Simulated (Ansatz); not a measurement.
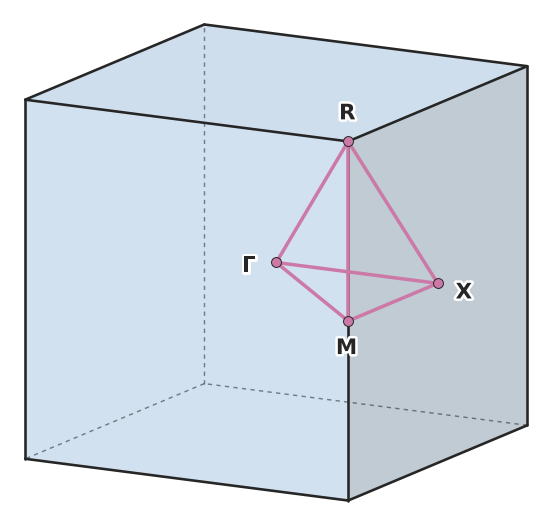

Crystal: W, the input geometry of an electronic-structure calculation (not necessarily at equilibrium). The figure shows the first Brillouin zone with its special points and a band path. Symmetry computed with spglib at a tolerance of 0.002 Å; standard conventional cell.

Labels and path follow the convention of Hinuma et al. (2017), as computed by seekpath.

Question: Which Bravais lattice has this zone?

Answer: A simple cubic lattice (cP; extended symbol cP2). The zone is a cube: 6 faces (6 with 4 edges), 12 edges, 8 vertices.

Question: In which order does the conventional band path visit the special points?

Answer: Γ–X–M–Γ–R–X | R–M
